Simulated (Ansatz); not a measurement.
## Electronic structure of Ge in real space

Input file:

```
crystal:
  lattice:
    - [3.6693941728, -4.4096111359, 0.0]
    - [3.6693941728, 4.4096111359, 0.0]
    - [0.0, 0.0, 4.6692551509]
  atoms:
    - { symbol: Ge, position: [0.6060568565, 0.3939431435, 0.3066023646] }
    - { symbol: Ge, position: [0.8939431435, 0.1060568565, 0.3066023646] }
    - { symbol: Ge, position: [0.3939431435, 0.6060568565, 0.6933976354] }
    - { symbol: Ge, position: [0.1060568565, 0.8939431435, 0.6933976354] }
    - { symbol: Ge, position: [0.75, 0.75, 0.0] }
    - { symbol: Ge, position: [0.25, 0.25, 0.0] }
basis:
  ecutwfc: 420
kpoints:
  mp_grid: { grid: [8, 8, 8] }
hamiltonian:
  xc: pbe
scf:
  occupations: { method: gaussian, width: 0.1 }
output:
  forces: true
  stress: true
  eigenvalues: true
  write_density: true
  write_potential: true
  elf: true
  volumetric_format: npy
relax:
  adjacent_minimum: "off"
  f_tol: 0.01
  max_steps: 80
  cell: { stress_tol: 0.05 }
```

Run with:

```sh
ansatz run input.yaml --threads 1 --pin off --max-ram 2560MiB --backend cpu --events-out ev --progress --plain --runs-dir out
```

Below, planes, directions and counts refer to the conventional cell (a = 7.35 Å, b = 8.80 Å, c = 4.66 Å, α = 90.00°, β = 90.00°, γ = 90.00°).

The fields are those of the relaxed geometry.

Space group Cmme; a structure generated by program, which may or may not match a known phase.

These are results of Ansatz 0.2.0, DFT PBE, scalar-relativistic, plane waves, PAW, not measurements.

In a PAW calculation such maps are meaningful between the atoms, not at the nuclei.

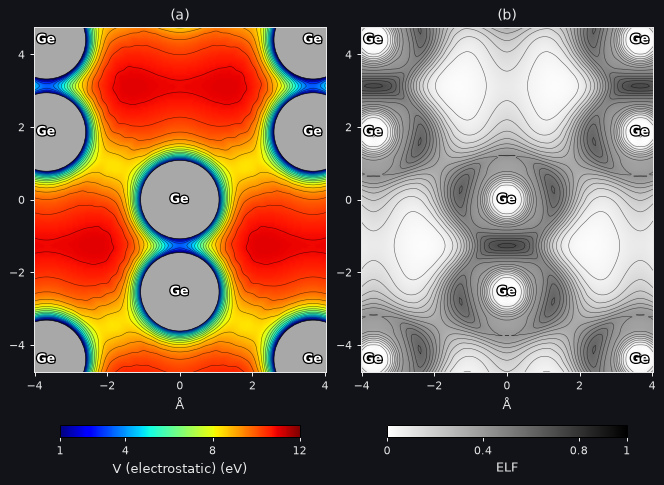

Figure 1. (a) electrostatic potential energy of an electron; (b) ELF on the (001) plane of the conventional cell. Grey discs cover the atomic cores in the potential map.

Q: What does the map show?

A:
- The section cuts through Ge sites.
- Outside the cores the potential energy rises away from the atoms and is highest about 2.5 Å from the nearest atoms; its zero is arbitrary.

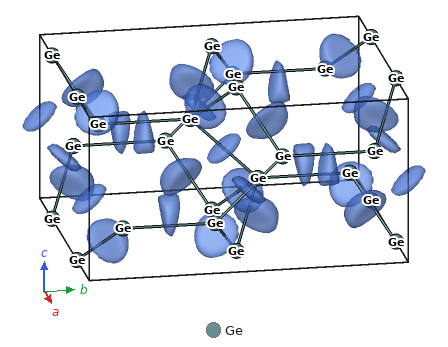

Figure 2. Isosurface of the electron localisation function at 0.65 (blue), seen at an oblique angle. Core shells and regions of very low density are left out. Sticks mark near contacts.

Q: What do the ELF domains correspond to?

A: The ELF exceeds this value in four regions between bonded Ge–Ge atoms and 20 pockets between the atoms, centred on no nucleus (multi-centre or interstitial), counted in one cell of 12 atoms. Any copies at cell faces, edges or corners count once. Along the contacts the grid gives the following. Ge–Ge (2.51 Å): the ELF peaks at about 0.75 between the atoms. Ge–Ge (2.58 Å): the ELF peaks at about 0.75 between the atoms.

Q: Metal or insulator at this level of theory?

A: It is metallic or semimetallic at this level of theory: no gap opens.
